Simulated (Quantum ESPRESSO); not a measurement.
## GaP (F-43m): zone-centre phonons

Aim: the zone-centre modes of GaP (F-43m).

Main program and level: Quantum ESPRESSO 7.5; DFT PBE, scalar-relativistic, plane waves, PseudoDojo norm-conserving pseudopotentials.

**Measured values to reproduce.**

For GaP, zinc blende (literature value (Ref. 21), 300 K), “Temperature dependence of the optical phonon reflection band in GaP” (2021, arxiv:2105.06662) quotes earlier work: Raman mode (TO at Gamma) 367.3 cm⁻¹; infrared mode (TO at Gamma) 366.3 ± 0.3 cm⁻¹.

## Step 1: Set-up

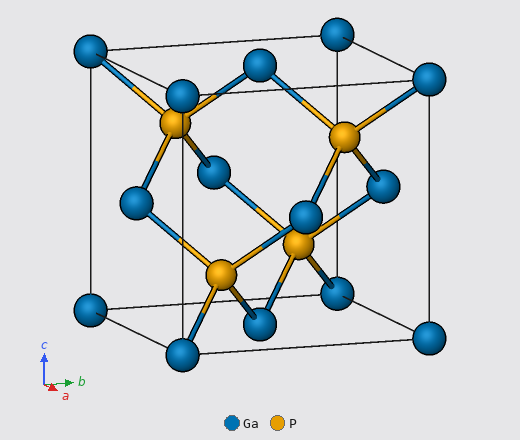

The cell as given, slightly off an axis (gallium blue, phosphorus orange). This picture shows the conventional cell, with its axes. Bonds to atoms that aren't drawn are left out. Some periodic images of atoms are drawn too.

## Step 2: A probe with smearing

A cheap run with smearing and empty bands tells whether the crystal has a gap, which decides between fixed occupations and smearing later on.

probe.in

```
 &control
    calculation='scf',
    prefix='x',
    outdir='./tmp',
    pseudo_dir='./pseudo',
    tprnfor=.true.,
    tstress=.true.,
    verbosity='high',
 /
 &system
    ibrav=0,
    nat=2,
    ntyp=2,
    ecutwfc=88.0,
    occupations='smearing',
    smearing='gaussian',
    degauss=0.01,
 /
 &electrons
    conv_thr=1.0d-07,
    mixing_beta=0.7,
    electron_maxstep=100,
 /
ATOMIC_SPECIES
 Ga     69.7230  Ga.upf
 P      30.9738  P.upf
CELL_PARAMETERS angstrom
    -2.725250000    0.000000000    2.725250000
     0.000000000    2.725250000    2.725250000
    -2.725250000    2.725250000    0.000000000
ATOMIC_POSITIONS crystal
 Ga     0.000000000   0.000000000   0.000000000
 P      0.250000000   0.250000000   0.250000000
K_POINTS automatic
 6 6 6 0 0 0
```

The run is started by

```
> OMP_NUM_THREADS=1 mpirun -n 4 pw.x -nk 4 -in probe.in > probe.out
```

What it wrote:

```text
[banners, grids, parts of the stress and lines that vanish by symmetry left out]
Program PWSCF v.7.5
     Message from routine setup:
     using ibrav=0 with symmetry is DISCOURAGED, use correct ibrav instead
[...]
kinetic-energy cutoff     =      88.0000  Ry
     charge density cutoff     =     352.0000  Ry
     scf convergence threshold =      1.0E-07
[...]
Exchange-correlation= PBE
                           (   1   4   3   4   0   0   0)
[...]
24 Sym. Ops. (no inversion) found
[...]
(     0          1          0      )
                  (     0          0          1      )
[...]
(  0.0000000  1.0000000  0.0000000 )
                  ( -0.0000000 -0.0000000  1.0000000 )
[...]
(     1          0         -1      )
                  (     0          0         -1      )
[...]
(  0.0000000  1.0000000  0.0000000 )
[...]
(    -1          0          1      )
                  (    -1          0          0      )
[...]
( -0.0000000 -0.0000000  1.0000000 )
                  (  0.0000000 -1.0000000 -0.0000000 )
[...]
number of k points=    16  Gaussian smearing, width (Ry)=  0.0100
[...]
End of self-consistent calculation
[...]
the Fermi energy is     8.1854 ev
!    total energy              =    -166.85631792 Ry
[...]
convergence has been achieved in   6 iterations
[...]
atom    1 type  1   force =     0.00000000   -0.00000000    0.00000000
     atom    2 type  2   force =    -0.00000000    0.00000000   -0.00000000
[...]
Total force =     0.000000     Total SCF correction =     0.000000
[...]
total   stress  (Ry/bohr**3)                   (kbar)     P=       26.48
[...]
XML data file, charge density, pseudopotentials, collected wavefunctions

   JOB DONE.
```

Run time: 2.8 s. Hardware: 4 MPI ranks of Intel Xeon 6975P-C (Granite Rapids), shared host; 10 s of CPU time.

Numbers from this step:

| Item | Value |
| --- | --- |
| volume per atom | 20.24 Å³ |
| pressure | 2.648 GPa |
| gap on the k-mesh | 1.653 eV |

A gap of 1.7 eV opens on this mesh, so the crystal is taken as an insulator; the start stands at 2.6 GPa.

## Step 3: Relaxing the cell and atoms

The relaxation runs at a cutoff a fifth above that of the response, since stress converges more slowly with the basis than frequencies do. Forces and stress are brought to rest with tight thresholds.

relax.in

```
 &control
    calculation='vc-relax',
    prefix='x',
    outdir='./tmp',
    pseudo_dir='./pseudo',
    tprnfor=.true.,
    tstress=.true.,
    forc_conv_thr=2.0d-05,
    etot_conv_thr=1.0d-07,
    nstep=40,
 /
 &system
    ibrav=0,
    nat=2,
    ntyp=2,
    ecutwfc=106,
    occupations='fixed',
    nbnd=11,
 /
 &electrons
    conv_thr=1.0d-11,
    mixing_beta=0.7,
    electron_maxstep=100,
 /
 &ions
 /
 &cell
    press_conv_thr=0.2,
 /
ATOMIC_SPECIES
 Ga     69.7230  Ga.upf
 P      30.9738  P.upf
CELL_PARAMETERS angstrom
    -2.725250000    0.000000000    2.725250000
     0.000000000    2.725250000    2.725250000
    -2.725250000    2.725250000    0.000000000
ATOMIC_POSITIONS crystal
 Ga     0.000000000   0.000000000   0.000000000
 P      0.250000000   0.250000000   0.250000000
K_POINTS automatic
 8 8 8 0 0 0
```

The run is started by

```
> OMP_NUM_THREADS=1 mpirun -n 4 pw.x -nk 4 -in relax.in > relax.out
```

What it wrote:

```text
[banners, grids, parts of the stress and lines that vanish by symmetry left out]
[banner, memory and clock lines left out]
Program PWSCF v.7.5

[...]
kinetic-energy cutoff     =     106.0000  Ry
     charge density cutoff     =     424.0000  Ry
     scf convergence threshold =      1.0E-11
[...]
energy convergence thresh.=      1.0E-07
     force convergence thresh. =      2.0E-05
     press convergence thresh. =      2.0E-01
     Exchange-correlation= PBE
                           (   1   4   3   4   0   0   0)
[...]
24 Sym. Ops. (no inversion) found
[...]
number of k points=    29
[...]
End of self-consistent calculation
[...]
highest occupied, lowest unoccupied level (ev):     7.6129    9.2576
!    total energy              =    -166.85735736 Ry
[...]
convergence has been achieved in  11 iterations
[...]
atom    1 type  1   force =    -0.00000000    0.00000000   -0.00000000
     atom    2 type  2   force =     0.00000000   -0.00000000    0.00000000
     Total force =     0.000000     Total SCF correction =     0.000000
[...]
total   stress  (Ry/bohr**3)                   (kbar)     P=       26.00
[...]
number of bfgs steps    =   0
[...]
CELL_PARAMETERS (angstrom)
[...]
ATOMIC_POSITIONS (crystal)
Ga               0.0000000000       -0.0000000000        0.0000000000
P                0.2500000000        0.2500000000        0.2500000000
[...]
New effective cutoffs (rho, wfc):  420.13  105.06
[...]
End of self-consistent calculation
[...]
highest occupied, lowest unoccupied level (ev):     7.4402    9.0711
!    total energy              =    -166.85785844 Ry
[...]
convergence has been achieved in   7 iterations
[...]
atom    1 type  1   force =     0.00000000    0.00000000    0.00000000
     atom    2 type  2   force =     0.00000000    0.00000000    0.00000000
     Total force =     0.000000     Total SCF correction =     0.000000
[...]
total   stress  (Ry/bohr**3)                   (kbar)     P=       14.66
[...]
number of bfgs steps    =   1
[...]
CELL_PARAMETERS (angstrom)
[...]
ATOMIC_POSITIONS (crystal)
Ga               0.0000000000       -0.0000000000        0.0000000000
P                0.2500000000        0.2500000000        0.2500000000
[...]
New effective cutoffs (rho, wfc):  416.09  104.05
[...]
End of self-consistent calculation
[...]
highest occupied, lowest unoccupied level (ev):     7.2539    8.8408
!    total energy              =    -166.85809857 Ry
[...]
convergence has been achieved in   8 iterations
[...]
atom    1 type  1   force =     0.00000000    0.00000000    0.00000000
     atom    2 type  2   force =     0.00000000    0.00000000   -0.00000000
     Total force =     0.000000     Total SCF correction =     0.000000
[...]
total   stress  (Ry/bohr**3)                   (kbar)     P=        2.98
[...]
number of bfgs steps    =   2
[...]
CELL_PARAMETERS (angstrom)
[...]
ATOMIC_POSITIONS (crystal)
[...]
New effective cutoffs (rho, wfc):  415.06  103.79
[...]
End of self-consistent calculation
[...]
highest occupied, lowest unoccupied level (ev):     7.2064    8.7665
!    total energy              =    -166.85810953 Ry
[...]
convergence has been achieved in   7 iterations
[...]
atom    1 type  1   force =    -0.00000000    0.00000000   -0.00000000
     atom    2 type  2   force =     0.00000000   -0.00000000    0.00000000
     Total force =     0.000000     Total SCF correction =     0.000000
[...]
total   stress  (Ry/bohr**3)                   (kbar)     P=        0.09
[...]
number of bfgs steps    =   3
[...]
CELL_PARAMETERS (angstrom)
[...]
ATOMIC_POSITIONS (crystal)
[...]
New effective cutoffs (rho, wfc):  415.02  103.78
[...]
End of self-consistent calculation
[...]
highest occupied, lowest unoccupied level (ev):     7.2048    8.7640
!    total energy              =    -166.85810955 Ry
[...]
convergence has been achieved in   6 iterations
[...]
atom    1 type  1   force =    -0.00000000   -0.00000000    0.00000000
     atom    2 type  2   force =    -0.00000000   -0.00000000    0.00000000
     Total force =     0.000000     Total SCF correction =     0.000000
[...]
total   stress  (Ry/bohr**3)                   (kbar)     P=        0.00
[...]
bfgs converged in   5 scf cycles and   4 bfgs steps
[...]
End of BFGS Geometry Optimization
     Final enthalpy           =    -166.8581095461 Ry
     File ./tmp/x.bfgs deleted, as requested
[...]
CELL_PARAMETERS (angstrom)
[...]
ATOMIC_POSITIONS (crystal)
Ga              -0.0000000000        0.0000000000        0.0000000000
P                0.2500000000        0.2500000000        0.2500000000
[...]
Final scf calculation at the relaxed structure.
[...]
kinetic-energy cutoff     =     106.0000  Ry
     charge density cutoff     =     424.0000  Ry
     scf convergence threshold =      1.0E-13
[...]
press convergence thresh. =      2.0E-01
     Exchange-correlation= PBE
                           (   1   4   3   4   0   0   0)
[...]
24 Sym. Ops. (no inversion) found
[...]
number of k points=    29
[...]
End of self-consistent calculation
[...]
highest occupied, lowest unoccupied level (ev):     7.2048    8.7640
!    total energy              =    -166.85811476 Ry
[...]
convergence has been achieved in  12 iterations
[...]
atom    1 type  1   force =     0.00000000   -0.00000000   -0.00000000
     atom    2 type  2   force =    -0.00000000    0.00000000   -0.00000000
     Total force =     0.000000     Total SCF correction =     0.000000
[...]
total   stress  (Ry/bohr**3)                   (kbar)     P=       -0.02
[...]
XML data file, charge density, pseudopotentials, collected wavefunctions
```

Wall time 28 s (4 MPI ranks).

Relaxation path:

| step | energy less that of the first step (eV) | largest force (eV/Å) | pressure (GPa) | volume (Å³) |
| --- | --- | --- | --- | --- |
| 1 | 0.0000 | 0.0000 | 2.60 | 40.48 |
| 2 | -0.0068 | 0.0000 | 1.47 | 41.02 |
| 3 | -0.0101 | 0.0000 | 0.30 | 41.62 |
| 4 | -0.0102 | 0.0000 | 0.01 | 41.77 |
| 5 | -0.0102 | 0.0000 | 0.00 | 41.78 |
| 6 | -0.0103 | 0.0000 | 0.00 | 41.78 |

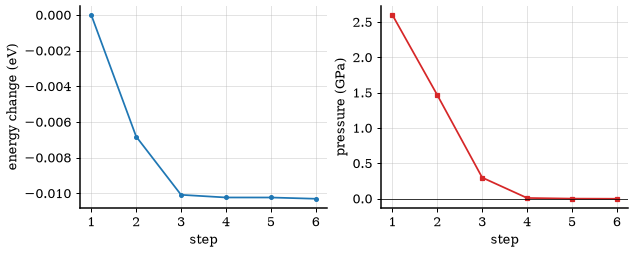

Energy and pressure along the relaxation.

| conventional cell, symmetrised | before | after | change |
| --- | --- | --- | --- |
| a (Å) | 5.451 | 5.508 | +1.1 % |
| b (Å) | 5.451 | 5.508 | +1.1 % |
| c (Å) | 5.451 | 5.508 | +1.1 % |
| volume (Å³/atom) | 20.24 | 20.89 | +3.2 % |

The relaxed structure:

```
CELL_PARAMETERS angstrom
-2.75408 0.00000 2.75408
0.00000 2.75408 2.75408
-2.75408 2.75408 0.00000
ATOMIC_POSITIONS crystal
Ga 0.00000 0.00000 0.00000
P 0.25000 0.25000 0.25000
```

The last row of the table of steps is pw.x's closing run on a basis chosen anew for the final cell, so its energy can jump.

This step gave:

- volume per atom: 20.89 Å³
- pressure: -0.002 GPa
- gap on the k-mesh: 1.559 eV

The volume changes by +3.2 % from the cell with which this run began.

## Step 4: Ground state

Perturbation theory inherits every error of the wavefunctions, so the threshold is set near the limit of the arithmetic. With a gap, occupations are fixed, which also allows the response to an electric field.

scf.in

```
 &control
    calculation='scf',
    prefix='x',
    outdir='./tmp',
    pseudo_dir='./pseudo',
    tprnfor=.true.,
    tstress=.true.,
 /
 &system
    ibrav=0,
    nat=2,
    ntyp=2,
    ecutwfc=88.0,
    occupations='fixed',
    nbnd=11,
 /
 &electrons
    conv_thr=1.0d-12,
    mixing_beta=0.7,
    electron_maxstep=100,
 /
ATOMIC_SPECIES
 Ga     69.7230  Ga.upf
 P      30.9738  P.upf
CELL_PARAMETERS angstrom
    -2.754080363    0.000000000    2.754080363
     0.000000000    2.754080363    2.754080363
    -2.754080363    2.754080363    0.000000000
ATOMIC_POSITIONS crystal
 Ga     0.000000000   0.000000000   0.000000000
 P      0.250000000   0.250000000   0.250000000
K_POINTS automatic
 8 8 8 0 0 0
```

The run is started by

```
> OMP_NUM_THREADS=1 mpirun -n 4 pw.x -nk 4 -in scf.in > scf.out
```

What it wrote:

```text
[banners, grids, parts of the stress and lines that vanish by symmetry left out]
[banner, memory and clock lines left out]
Program PWSCF v.7.5

[...]
kinetic-energy cutoff     =      88.0000  Ry
     charge density cutoff     =     352.0000  Ry
     scf convergence threshold =      1.0E-12
[...]
Exchange-correlation= PBE
                           (   1   4   3   4   0   0   0)
[...]
24 Sym. Ops. (no inversion) found
[...]
number of k points=    29
[...]
End of self-consistent calculation
[...]
highest occupied, lowest unoccupied level (ev):     7.2048    8.7641
!    total energy              =    -166.85808465 Ry
[...]
convergence has been achieved in  11 iterations
[...]
atom    1 type  1   force =     0.00000000    0.00000000   -0.00000000
     atom    2 type  2   force =    -0.00000000   -0.00000000    0.00000000
     Total force =     0.000000     Total SCF correction =     0.000000
[...]
total   stress  (Ry/bohr**3)                   (kbar)     P=        0.03
[...]
XML data file, charge density, pseudopotentials, collected wavefunctions
```

The job ended after 5.8 s (4 MPI ranks; 22 s of CPU time).

Read from the output:

```yaml
pressure: 0.003000 GPa
```

The cell stands at 0.0030 GPa, close enough for phonons.

[end of part 1 of 5]

[Host names and launcher messages were left out of these logs when they were recorded.]

[Logs are printed without paths, hosts, clocks, repeated set-up lines and the standing remarks that a program may print on its own settings, such as how far it seeks lower states.]

[Hosts, paths, dates, database ids (printed as entryN), source tags and the programs' standing remarks are cut or masked in the printed files.]
